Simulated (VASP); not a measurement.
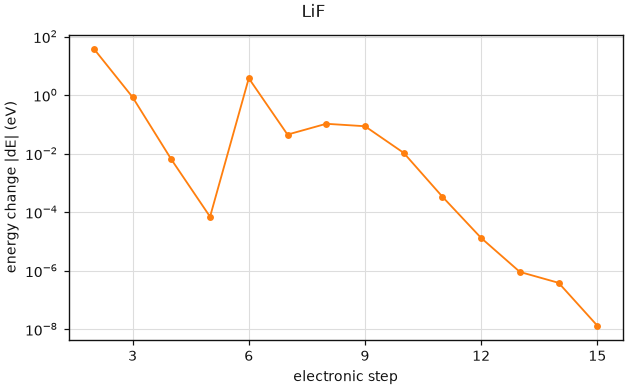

The plot shows the electronic steps of a calculation: energy change |dE|.

LiF (2 atoms in the cell), run with VASP.

INCAR
```
ENCUT = 520.000000
SIGMA = 0.010000
EDIFF = 1.00e-07
ALGO = Normal
PREC = Accurate
IBRION = -1
ISIF = 2
ISMEAR = 0
NBANDS = 12
NELM = 120
NSW = 0
LASPH = .TRUE.
LCHARG = .FALSE.
LWAVE = .FALSE.
LREAL = .FALSE.
METAGGA = MS2
```

KPOINTS
```
KPOINTS created by Atomic Simulation Environment
0
Gamma
10 10 10
0 0 0
```

POSCAR
```
Li F
 1.0000000000000000
     2.5191484863000002   -0.1390269344000000   -0.1390269344000000
    -0.1390269344000000    2.5191484863000002   -0.1390269344000000
    -0.1390269344000000   -0.1390269344000000    2.5191484863000002
 Li  F
   1   1
Cartesian
  0.0000000000000000  0.0000000000000000  0.0000000000000000
  1.1205473087500002  1.1205473087500002  1.1205473087500002
```

> Was self-consistency reached?

The run converged; it took 15 steps. The energy change falls unevenly and jumps up by a factor of two or more twice on the way down, most sharply at step 6 (by about 5 orders of magnitude). The jump at step 6 comes where the charge density, held fixed for the first 5 steps, starts to be updated.

> Read the energy change at the first and at the last step drawn.

It starts near 40 and ends near 10⁻⁸ eV.
